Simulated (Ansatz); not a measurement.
**Si: density, localisation and related maps**

```
CELL_PARAMETERS angstrom
9.43105 0.00000 0.00000
-4.71552 8.16753 0.00000
0.00000 0.00000 5.66618
ATOMIC_POSITIONS crystal
Si 0.93353 0.56504 0.08262
Si 0.60020 0.89837 0.41595
Si 0.26686 0.23170 0.74928
Si 0.73314 0.76830 0.25072
Si 0.39980 0.10163 0.58405
Si 0.06647 0.43496 0.91738
Si 0.66667 0.33333 0.04575
Si 0.33333 0.66667 0.37909
Si 0.00000 0.00000 0.71242
Si 0.03516 0.26686 0.25072
Si 0.70183 0.60020 0.58405
Si 0.36849 0.93353 0.91738
Si 0.23170 0.96484 0.25072
Si 0.89837 0.29817 0.58405
Si 0.56504 0.63151 0.91738
Si 0.63151 0.06647 0.08262
Si 0.29817 0.39980 0.41595
Si 0.96484 0.73314 0.74928
Si 0.00000 0.00000 0.28758
Si 0.66667 0.33333 0.62091
Si 0.33333 0.66667 0.95425
Si 0.43496 0.36849 0.08262
Si 0.10163 0.70183 0.41595
Si 0.76830 0.03516 0.74928
```

Space group R-3; a structure from a database of computed crystals, not necessarily the ambient phase.

Computed with DFT r2SCAN, scalar-relativistic, plane waves, PAW in Ansatz.

In a PAW calculation such maps are meaningful between the atoms, not at the nuclei.

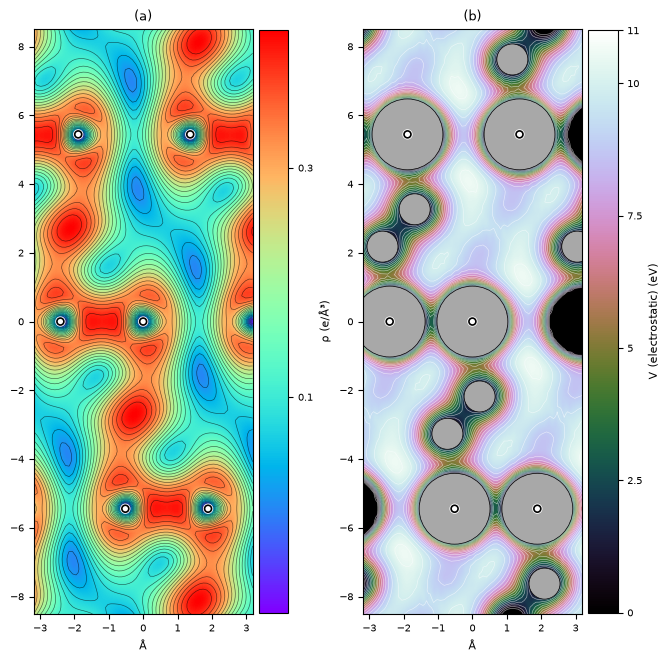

Figure 1. (a) valence charge density (pseudo); (b) electrostatic potential (local pseudopotential plus Hartree) felt by an electron on the (110) plane of the conventional cell. Circles mark the nuclei in the plane (Si). Grey discs cover the atomic cores in the potential map.

Question: What do the fields say about this system?

Answer:
- Atoms in the plane: Si.
- Atoms just off the plane (Si, 0.9 Å away) can leave unmarked features too.
- Si–Si (2.41 Å): ρ at the midpoint is about 0.53 e/Å³.
- Between the atoms the lowest density in this plane is 0.06 e/Å³.
- Outside the cores the potential energy rises away from the atoms and is highest about 2.0 Å from the nearest atoms; its zero is arbitrary.

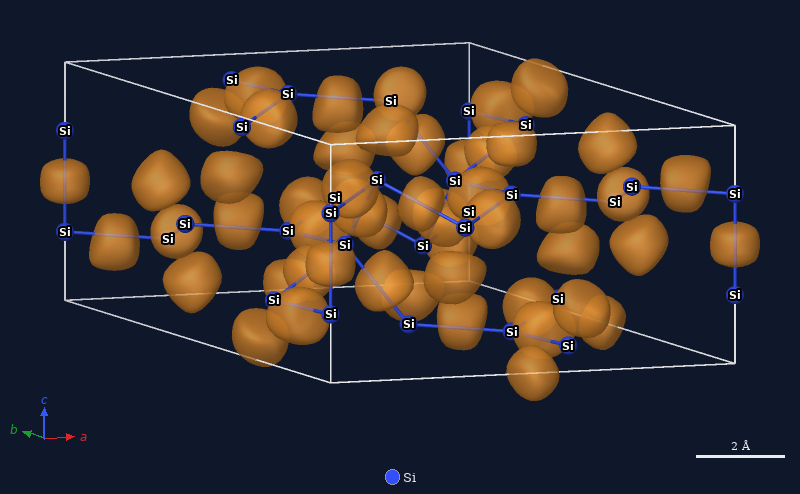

Figure 2. Isosurface of the electron localisation function at 0.8 (orange), seen at an oblique angle. Only the valence region is drawn (cores and ρ < 0.01 e/Å³ removed). Sticks mark near contacts.

Question: What do the ELF domains correspond to?

Answer: The surface consists of 48 regions between bonded Si–Si atoms, counted in one cell of 24 atoms. Regions shared between cells count once. Along the contacts the grid gives the following. Si–Si (2.34 Å): the ELF peaks at about 0.95 between the atoms. Si–Si (2.39 Å): the ELF peaks at about 0.95 between the atoms.

Question: Does the calculation make it a metal, or give it a gap?

Answer: It is gapless in this calculation (a metal or semimetal).
